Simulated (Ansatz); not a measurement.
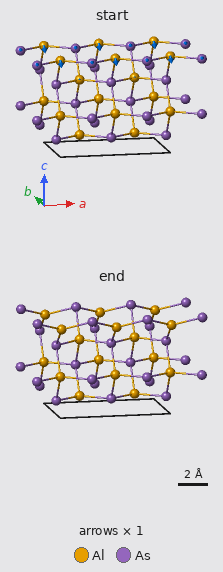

The structure of a slab of composition AlAs (cut from the F-43m phase) before (top) and after (bottom) a constrained relaxation, at one scale. The blue arrows give the displacements, at their true length.

The picture is a ball-and-stick view of the 2 × 1 repeat of the cell, outlined in the plane, without the vacuum, seen slightly off an axis.

Case: clean slab, lower half held. The slab is the (1 1 0) face of AlAs. 4 atoms are held fixed.

Level of theory: Ansatz, DFT PBEsol, scalar-relativistic, plane waves, PAW. (plane-wave cutoff 420 eV; k-point mesh 7 × 5 × 1; occupations gaussian; smearing width 0.05 eV; no spin polarisation; dipole correction; atoms relaxed in a fixed cell; force threshold 0.03 eV/Å; at most 70 steps)

Question: Summarise the run.

Answer: Over 4 geometry steps the energy falls by 0.631 eV per cell of the calculation. The largest force component goes from 1.3 to 0.018 eV/Å. The largest move is that of an Al atom, 0.64 Å at 41° to the normal (−c side). By element the largest moves are Al 0.64 Å, As 0.27 Å. The cell stays as it was. Some distances before and after: Al–As 2.457 → 2.524 Å, Al–As 2.457 → 2.405 Å, Al–As 2.457 → 2.479 Å, Al–As 2.457 → 2.451 Å. Among the angles between lasting bonds that change: Al–As–Al 109.5° → 89.7°, Al–As–Al 109.5° → 93.3°, As–Al–As 109.5° → 123.7°. The run took 21 s on 4 threads of Intel(R) Xeon(R) 6975P-C (Granite Rapids) (shared host), peak memory 0.99 GiB.
